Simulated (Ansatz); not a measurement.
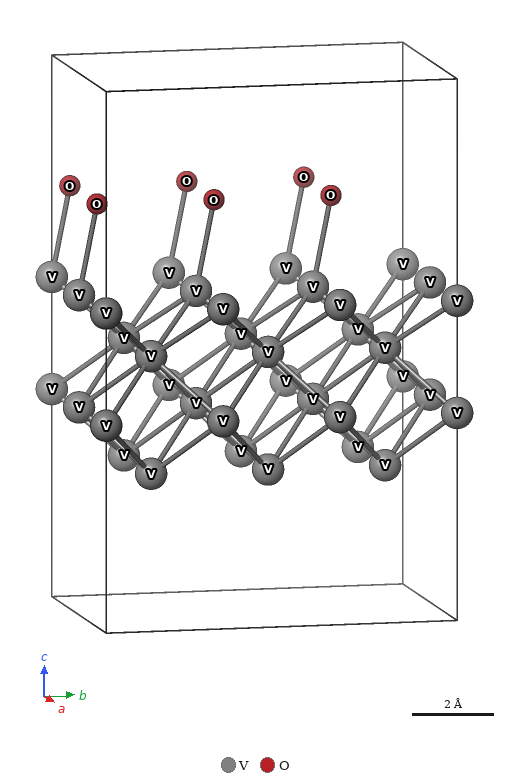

**Figure 1.** The input geometry (ball-and-stick view of the 2 × 3 repeat of the cell, with the vacuum cut short, seen slightly off an axis). Near neighbours in the crystal (not all of them lie inside the picture): V has 4 V at 2.60 Å; V has 8 V at 2.52 to 2.60 Å; V has 1 O at 2.41 Å and 4 V at 2.52 Å; O has 1 V at 2.41 Å.

**V₄O: single-point calculation**

- system: V₄O (slab, 5 atoms in the cell)
- method: DFT PBE, scalar-relativistic, plane waves, PAW, no spin polarisation (Ansatz 0.2.0)

The structure derives from an entry of the Crystallography Open Database. Figures and captions count atoms from 1; the log counts them from 0 in places.

**What the program printed**
```
Engine: ansatz 0.2.0, x86_64-unknown-linux-gnu
Pseudopotentials: kind: paw
Pseudopotential: V, paw, valence charge 13, recommended cutoff 420 eV (normal), V.paw.azcp
Pseudopotential: O, paw, valence charge 6, recommended cutoff 420 eV (normal), O.paw.azcp
Functional definition: PBE
  parameter kappa = 0.804
  parameter beta = 0.06672455060314922
  exchange = pbe_x(kappa = kappa, mu = beta*pi^2/3)
  correlation = pbe_c(beta = beta)
Crystal: 5 atoms, lattice volume = 191.639 Å³
Basis set: ecut = 420 eV, 3655 PW (Γ), exchange–correlation on 48×48×288 points (8 copies of the dense FFT grid, shifted against one another)
Bands: 35, of which v1, the nominal top of the filled ones, is band 29 counted from 1 (28 counted from 0)
Symmetry: 2 space group operations
Space group: Cm (ITA 8), of the structure as read, at distance tolerance 5.8e-5 Å
k-points: 25 of 81 (time reversal used)
Non-local potential: V, projectors of the file, l = 0: 3, l = 1: 2, l = 2: 3, l = 3: 1
Non-local potential: O, projectors of the file, l = 0: 2, l = 1: 2, l = 2: 1
PAW form: soft (Blöchl's): semilocal exchange-correlation on the pseudo side does not see the compensation charge
PAW one-centre angular grid: V, 590 points (default); XC on 64 Gauss nodes
PAW one-centre angular grid: O, 110 points (default); XC on 64 Gauss nodes
Initial density: superposition of atomic densities (neutral atoms: chi_scale 0, normalization atom), corrected by the library's trained network
Initial wavefunctions: pseudopotential atomic-orbital guess
Functional: x = pbe(κ = 0.804, μ = 0.2195149727645171), c = pbe(β = 0.06672455060314922)
SCF iter   1: F=—  HF=-12210.648418 eV  |F-HF|=—  |Δ(HF+E_count)|=         —  Δρ=3.64e-2  dr2=1.61e1  ethr=1.77e-3  p=-0.251 e·Å  D=-2.37e-1 V/Å  ΔV_dip=5.07 eV  dr2_dipole=7.35e0  V_vac-E_F(+/−)=9.06/4.00 eV  ⟨swp⟩=8.2  Hψ=4334  notcnv=0
efield: sawtooth ramp at fractional position 0.8241 (placed from the atoms, in the widest stretch of the axis that holds none; the zero of the levels goes with the place), width 0.0400; the density the first Hamiltonian is built on has a dipole p = -0.251 e·Å; the dipole correction subtracts the counter field D = -2.37e-1 V/Å, which shifts the + side's vacuum level by +5.07 eV against the − side's; the planar-averaged density in the ramp window peaks in size at 5.7e-5 e/Å³
preconditioner: auto → LDOS  [metal: Δε(μ)=0.046 eV  Ē_g=3.463 eV  σ=0.100 eV  W_gap=0.26  n_scr=34 (ndim 8)  ℏωp=13.7 eV  f_vac=0.555  D(μ)=5.55/eV (n_scr^D=42)  β→1.0]
SCF iter   2: F=—  HF=-12210.538343 eV  |F-HF|=—  |Δ(HF+E_count)|=   1.10e-1  Δρ=3.53e-2  dr2=1.57e1  ethr=1.77e-3  p=-0.290 e·Å  D=-2.74e-1 V/Å  ΔV_dip=5.84 eV  dr2_dipole=6.98e0  V_vac-E_F(+/−)=9.61/3.77 eV  ⟨swp⟩=2.2  Hψ=1242  notcnv=0  defer=8
SCF iter   3: F=—  HF=-12210.472303 eV  |F-HF|=—  |Δ(HF+E_count)|=   6.60e-2  Δρ=4.04e-3  dr2=1.05e-1  ethr=1.77e-3  p=-0.277 e·Å  D=-2.61e-1 V/Å  ΔV_dip=5.57 eV  dr2_dipole=5.07e-2  V_vac-E_F(+/−)=9.36/3.79 eV  ⟨swp⟩=2.2  Hψ=1108  notcnv=0  defer=6
SCF iter   4: F=—  HF=-12210.486640 eV  |F-HF|=—  |Δ(HF+E_count)|=   1.43e-2  Δρ=1.02e-3  dr2=1.86e-3  ethr=1.80e-4  p=-0.273 e·Å  D=-2.57e-1 V/Å  ΔV_dip=5.49 eV  dr2_dipole=2.01e-4  V_vac-E_F(+/−)=9.35/3.86 eV  ⟨swp⟩=1.7  Hψ=1044  notcnv=0  defer=3
SCF iter   5: F=—  HF=-12210.487542 eV  |F-HF|=—  |Δ(HF+E_count)|=   9.02e-4  Δρ=3.95e-4  dr2=7.11e-4  ethr=3.21e-6  p=-0.273 e·Å  D=-2.57e-1 V/Å  ΔV_dip=5.49 eV  dr2_dipole=3.75e-4  V_vac-E_F(+/−)=9.36/3.87 eV  ⟨swp⟩=2.6  Hψ=1368  notcnv=0  defer=3
SCF iter   6: F=—  HF=-12210.487646 eV  |F-HF|=—  |Δ(HF+E_count)|=   1.04e-4  Δρ=2.42e-4  dr2=3.73e-4  ethr=1.23e-6  p=-0.272 e·Å  D=-2.57e-1 V/Å  ΔV_dip=5.48 eV  dr2_dipole=2.04e-4  V_vac-E_F(+/−)=9.36/3.88 eV  ⟨swp⟩=1.4  Hψ=902  notcnv=0  defer=3
SCF iter   7: F=—  HF=-12210.487689 eV  |F-HF|=—  |Δ(HF+E_count)|=   4.39e-5  Δρ=7.89e-5  dr2=2.76e-5  ethr=6.44e-7  p=-0.271 e·Å  D=-2.56e-1 V/Å  ΔV_dip=5.47 eV  dr2_dipole=1.14e-5  V_vac-E_F(+/−)=9.36/3.90 eV  ⟨swp⟩=1.5  Hψ=943  notcnv=0  defer=3
SCF iter   8: F=—  HF=-12210.487903 eV  |F-HF|=—  |Δ(HF+E_count)|=   2.13e-4  Δρ=3.01e-5  dr2=2.19e-6  ethr=4.77e-8  p=-0.271 e·Å  D=-2.56e-1 V/Å  ΔV_dip=5.46 eV  dr2_dipole=7.97e-8  V_vac-E_F(+/−)=9.37/3.90 eV  ⟨swp⟩=2.1  Hψ=1207  notcnv=0  defer=3
SCF iter   9: F=—  HF=-12210.487903 eV  |F-HF|=—  |Δ(HF+E_count)|=   7.77e-7  Δρ=1.39e-5  dr2=5.01e-7  ethr=3.77e-9  p=-0.271 e·Å  D=-2.56e-1 V/Å  ΔV_dip=5.46 eV  dr2_dipole=5.76e-8  V_vac-E_F(+/−)=9.37/3.91 eV  ⟨swp⟩=2.1  Hψ=1222  notcnv=0  defer=3
SCF iter  10: F=-12210.487904 eV  HF=-12210.487904 eV  |F-HF|=1.05e-7  |Δ(HF+E_count)|=   1.46e-7  Δρ=3.93e-6  dr2=3.08e-8  ethr=1.72e-10  p=-0.271 e·Å  D=-2.56e-1 V/Å  ΔV_dip=5.46 eV  dr2_dipole=4.39e-9  V_vac-E_F(+/−)=9.37/3.91 eV  ⟨swp⟩=7.6  Hψ=3970  notcnv=0
SCF 1 converged in 10 iterations: F = -12210.487904 eV  dr2 = 3.08e-8
  greatest PAW one-centre occupation: 1.000 electrons in one spin orbital (limit 2), on the V atom at site 1 (counted from 0), in its partial waves of l = 0
```

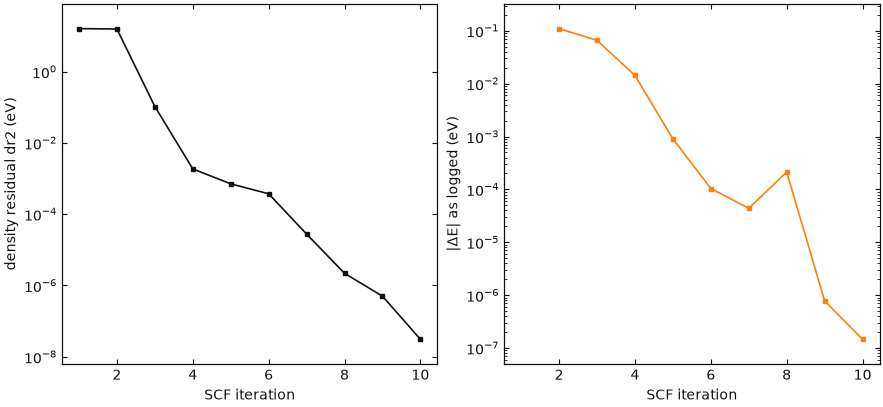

**Figure 2.** Convergence of the self-consistent field: density residual dr2 and size of the energy change against the SCF iteration. The residual falls at every step.

```
SCF converged after 10 iterations
Free energy (F): -12210.487904 eV
Harris-Foulkes:  -12210.487904 eV  (|F-HF|=1.05e-7)
Internal energy: -12210.442263 eV  (E = F + TS)
E sigma→0 (E₀):  -12210.465083 eV
Entropy (-TS):   -0.045641 eV (-9.128 meV/atom)
Fermi energy:    0.477828 eV
Dipole field:    D = -0.255758 V/Å  (p = -0.270864 e·Å, saw-weighted, corrected)
Work function:   Φ+ = 9.3650 eV   Φ− = 3.9088 eV
Levels:          The Fermi level and band energies are counted from a zero that moves with the ramp; work functions are not
--- Per-component energies (eV) ---
  E_band       = -1459.000684
  E_kinetic    = 1501.265639
  E_local      = -57881.124930  (includes V_loc(G=0)·N_el)
  E_nonlocal   = -131.457872
  E_hartree    = 28315.382109
  E_xc         = -587.422442
  E_vxc        = -744.462371  (∫ρ·V_xc dr)
  E_paw        = -4606.776364  (= ΣΔE_a)
  E_vpaw       = -823.992416  (= ΣTr[D̂ρ^β])
  E_aug_tail   = 0.003243  (compensation charges beyond the density's cutoff)
  E_efield     = 0.034638  (sawtooth field / dipole correction)
  E_vefield    = -9.980177  (∫n·V_field dr)
  E_ewald      = 21179.653717
  E_smearing   = -0.045641  (= −TS)
  E_closure    = -0.000000  (closes the sum)
  Σ components = -12210.487904   (vs F -12210.487904, Δ=0.00e0)
--- Forces (eV/Å), atoms counted from 1 ---
  atom   1  V     -0.00179945    -0.00179945     0.67428820
  atom   2  V      0.01693695     0.01693695    -0.78039706
  atom   3  V     -0.10992780    -0.10992780    -0.86910502
  atom   4  V      0.42067342     0.42067342     4.64623741
  atom   5  O     -0.32588095    -0.32588095    -3.67088873
  max |Σ_I F_I| component: 1.35e-4 eV/Å
--- Band table (eV; the first three rows and the last of 25) ---
  k-point 0: bands = ["-63.8280", "-63.7188", "-63.3298", "-63.0377", "-37.7176", "-37.6240", "-37.6222", "-37.5784", "-37.5153", "-37.5013", "-37.2358", "-37.1119", "-37.1086", "-36.8485", "-36.7147", "-36.7145", "-15.0980", "-5.5336", "-3.6519", "-2.4937", "-2.3726", "-1.9925", "-1.3229", "-0.8012", "0.4132", "0.4853", "0.6101", "0.6411", "0.6486", "0.6501", "0.7293", "0.9569", "0.9809", "1.4368", "1.6996"]
  k-point 1: bands = ["-63.8247", "-63.7146", "-63.3270", "-63.0411", "-37.7245", "-37.6471", "-37.6157", "-37.5876", "-37.5376", "-37.4985", "-37.2170", "-37.1338", "-37.1090", "-36.8304", "-36.7273", "-36.7263", "-15.0688", "-5.2989", "-3.4741", "-2.3836", "-2.2317", "-1.9223", "-1.2513", "-0.7801", "0.2184", "0.3229", "0.3763", "0.4494", "0.5437", "0.6952", "0.8664", "0.9581", "1.1169", "1.2349", "1.8053"]
  k-point 2: bands = ["-63.8161", "-63.7037", "-63.3194", "-63.0502", "-37.7442", "-37.7100", "-37.6203", "-37.5971", "-37.5825", "-37.4761", "-37.2043", "-37.1602", "-37.1047", "-36.8024", "-36.7591", "-36.7504", "-14.9937", "-4.6418", "-3.0438", "-2.1521", "-2.0106", "-1.7596", "-0.8365", "-0.7422", "-0.1402", "-0.0607", "0.0832", "0.1208", "0.4828", "0.6932", "0.8522", "1.0750", "1.1635", "1.3016", "2.0429"]
  k-point 24: bands = ["-63.7849", "-63.6675", "-63.2866", "-63.0557", "-37.8175", "-37.8155", "-37.7131", "-37.7029", "-37.6506", "-37.5174", "-37.2594", "-37.2380", "-37.1169", "-36.9545", "-36.7640", "-36.7573", "-14.6266", "-2.3091", "-2.2262", "-1.2285", "-1.0737", "-1.0063", "-0.9725", "-0.7949", "-0.7162", "-0.5960", "-0.4741", "-0.2904", "-0.0633", "0.1211", "1.8774", "1.8836", "2.0500", "2.3358", "2.5226"]
```

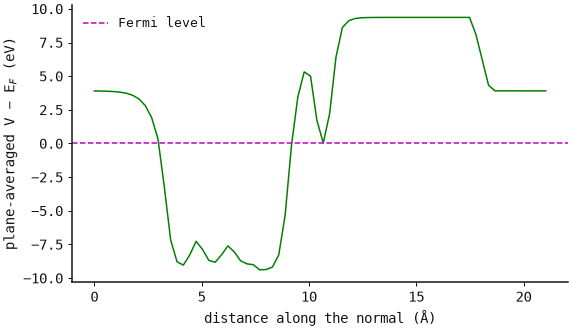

**Figure 3.** Plane average of the electrostatic potential energy of an electron across the cell, from the Fermi level. The vacuum level lies 9.36 eV above the Fermi level on the upper side and 3.91 eV on the lower.

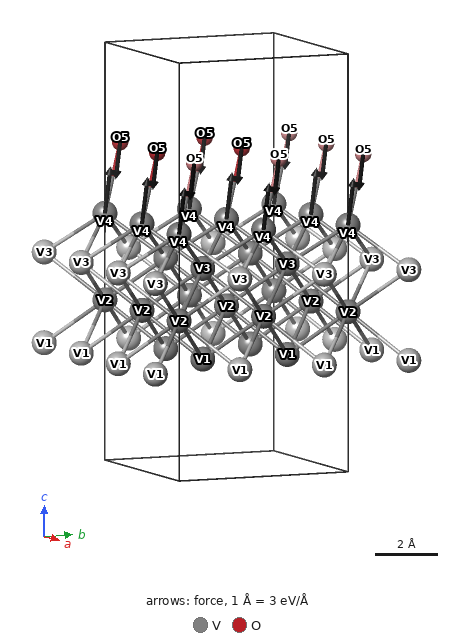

**Figure 4.** Forces on the atoms as black arrows (ball-and-stick view of the 2 × 2 repeat of the cell, with the vacuum cut short, seen slightly off an axis; neighbours outside the cell are drawn fainter; atoms are numbered from 1 in the order of the input). The largest act on V4 (4.68 eV/Å); O5 (3.70 eV/Å). The geometry is not a stationary point of this energy.

This output came from the following input.

**The input**
```yaml
crystal:
  lattice:
    - [2.9971751491, 0.0, 0.0]
    - [0.0, 2.9971751491, 0.0]
    - [0.0, 0.0, 21.3333819395]
  atoms:
    - { symbol: V, position: [0.5, 0.5, 0.1874995728] }
    - { symbol: V, position: [0.0, 0.0, 0.2577457053] }
    - { symbol: V, position: [0.5, 0.5, 0.326715876] }
    - { symbol: V, position: [0.0, 0.0, 0.3906263884] }
    - { symbol: O, position: [0.125, 0.125, 0.5007823874] }
basis:
  ecutwfc: 420
kpoints:
  mp_grid: { grid: [9, 9, 1] }
hamiltonian:
  xc: pbe
scf:
  occupations: { method: gaussian, width: 0.1 }
output:
  forces: true
  eigenvalues: true
efield:
  axis: 3
  dipole_correction: true
  ramp_width: 0.04
```

Launched with:
```bash
ansatz run input.yaml --threads 1 --pin off --max-ram 3072MiB --backend cpu --events-out ev --progress --plain --runs-dir out
```

**Results in brief**

- outcome: converged
- electrons treated: 58
- free energy: −12210.4879 eV
- work function, top face: 9.36 eV
- work function, bottom face: 3.91 eV
- Fermi energy: 0.478 eV
- gap on the k-point mesh: none (metallic)
- work function (upper face): 9.36 eV
- largest force (length of the vector): 4.684 eV/Å
- hardware: 1 thread of Intel Xeon @ 2.90GHz (Ice Lake), 16 GiB of memory available, shared host
- wall time: 12 s
- peak memory: 0.48 GiB

**Remarks**

The run has no spin polarisation, so a magnetic state may lie lower.
